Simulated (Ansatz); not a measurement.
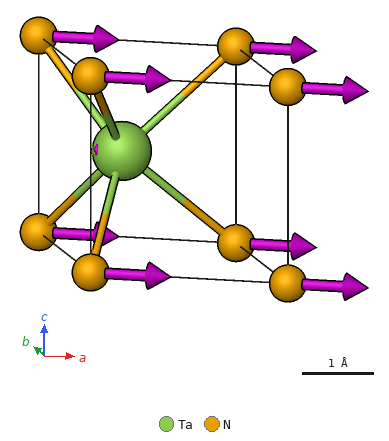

The lowest optical mode of a crystal of TaN relaxed at 1 GPa, space group P-6m2 (No. 187), at the zone centre. The purple arrows are the displacements of the atoms (eigenvector over the root of the mass), of arbitrary overall length and sign. The picture is a ball-and-stick view of the cell of the calculation, seen slightly off an axis.

Theory: DFT PBEsol, scalar-relativistic, plane waves, PAW (Ansatz 0.2.0).

The input:
```yaml
crystal:
  lattice:
    - [2.9214651756, 0.0, 0.0]
    - [-1.4607325878, 2.5300630583, 0.0]
    - [0.0, 0.0, 2.8678942827]
  atoms:
    - { symbol: Ta, position: [0.3333333333, 0.6666666667, 0.5] }
    - { symbol: "N", position: [0.0, 0.0, 0.0] }
basis:
  ecutwfc: 420
kpoints:
  mp_grid: { grid: [18, 18, 14] }
hamiltonian:
  xc: pbesol
scf:
  occupations: { method: fermi_dirac, width: 0.15 }
output:
  eigenvalues: true
phonons:
  method: dfpt
  eigenvectors: true
```

Run as
```bash
ansatz run input.yaml --threads 1 --pin off --max-ram 3072MiB --backend cpu --events-out ev --progress --plain --runs-dir out
```

The frequencies depend somewhat on the k-mesh and the smearing.

Is this crystal at a minimum with respect to the drawn distortion?

Yes: this softest mode has a real frequency, and so have all others here. That speaks for this wave vector alone: the rest of the zone wasn't checked in this run. This is the E′ mode (doubly degenerate; one member of the set is drawn) at 533 cm⁻¹, the lowest optical level, infrared- and Raman-active by symmetry. The N sublattice moves against the Ta sublattice, along a; the kinetic energy is shared as N 93 %, Ta 7 %. The crystal is a metal, so free carriers screen the infrared response.
